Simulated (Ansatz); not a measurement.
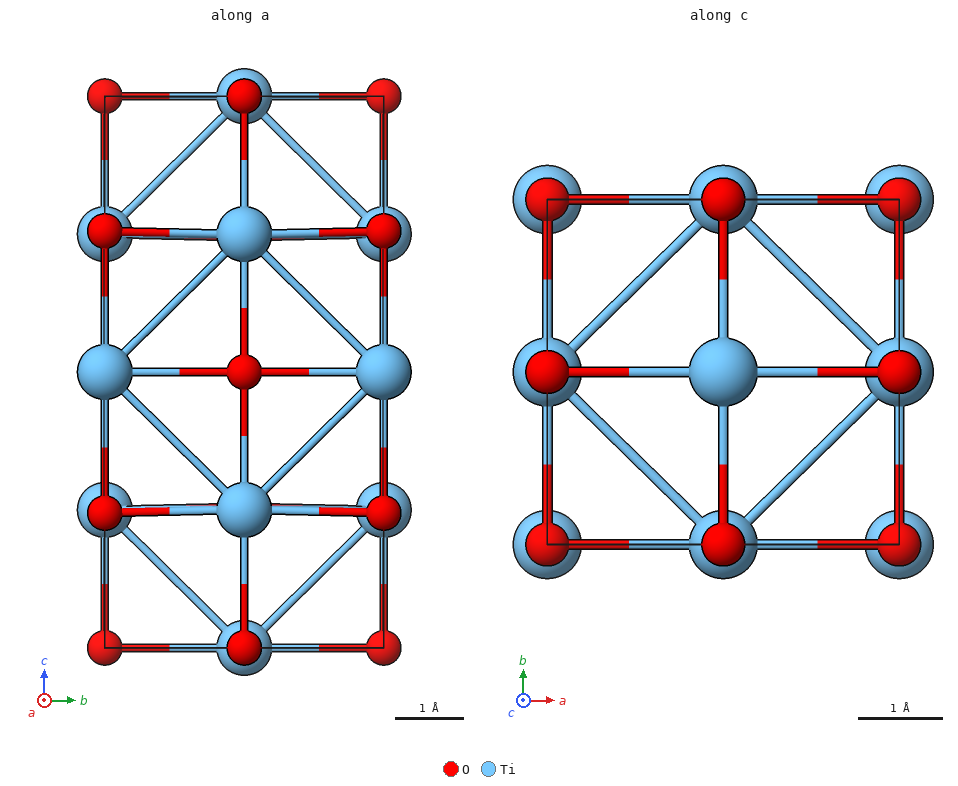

An orthographic ball-and-stick view of the structure, along the a axis and along the c axis. The outline marks the drawn cell (a repeat of the simulation cell).

Ti3O4, a = 4.21 Å, b = 4.12 Å, c = 8.16 Å, α = 90.00°, β = 90.00°, γ = 90.00°.

Computational set-up: Ansatz 0.2.0, DFT r2SCAN, scalar-relativistic, plane waves, PAW, a kinetic-energy cutoff of 500 eV, k-points about 0.15 Å⁻¹ apart, Gaussian smearing of 0.15 eV, no spin polarisation.

Is the electronic structure metallic or gapped?

Answer. A metal: bands cross the Fermi level.

Which way would the volume go on relaxing?

Answer. The computed pressure is -4.4 GPa (stretched: it would shrink). The stress isn't hydrostatic: its largest component is 9.8 GPa.

The structure comes from a structure listed in the Materials Project. The cell was then strained or its atoms displaced on purpose. Ansatz was used for an electronic-structure calculation on it.

At this level of theory the run's own cell isn't at rest (stretched, at -4 GPa), so its distances can differ from those at equilibrium, the more so the softer the solid.
